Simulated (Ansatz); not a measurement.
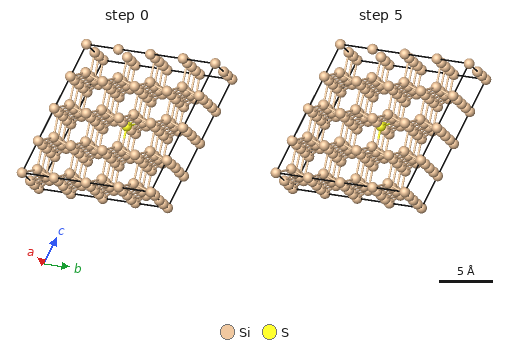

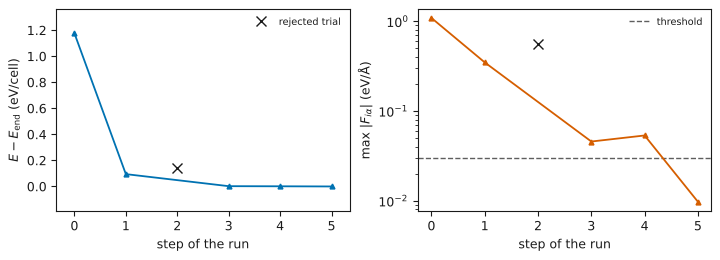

First and last geometry of a relaxation of a defect cell of composition Si127S, with the history of the run. A ball-and-stick model of the cell of the calculation, seen from a free direction.

The calculation used DFT, PBEsol, PAW, plane waves (Ansatz 0.2.0). (plane-wave cutoff 420 eV; k-point mesh 1 × 1 × 1; mesh shifted by (0.25, 0.25, 0.25); no spin polarisation; atoms relaxed in a fixed cell; force threshold 0.03 eV/Å; at most 80 steps)

### Did the run converge, and what did it change?

It converged. The energy falls by 1.177 eV per cell of the calculation in 4 accepted moves (5 points after the start). Largest force component: 1.1 eV/Å at the start, 0.0097 eV/Å at the end. The line search rejected the trial step at point 2 of the run. The largest moves, 0.12 Å, are those of Si atoms. By element the largest moves are Si 0.12 Å, S 0.03 Å. The cell stays as it was. Some distances before and after: S–Si 2.335 → 2.474 Å, S–Si 2.354 → 2.471 Å, Si–Si 2.418 → 2.320 Å, Si–Si 2.437 → 2.351 Å. Bond angles that change, for instance: Si–Si–Si 108.1° → 111.9°, Si–Si–Si 109.8° → 106.0°, Si–Si–S 110.5° → 107.0°. Cost: 15 s on 1 × NVIDIA GB300 Max-Q with 8 threads of Arm Neoverse-V2, peak memory 2.3 GiB.

```csv
step,"E − E(0), meV/atom","largest force component, eV/Å",note
0,0.00,1.0890,
1,-8.45,0.3481,
2,-8.07,0.5643,rejected
3,-9.18,0.0457,
4,-9.19,0.0534,
5,-9.20,0.0097,
```
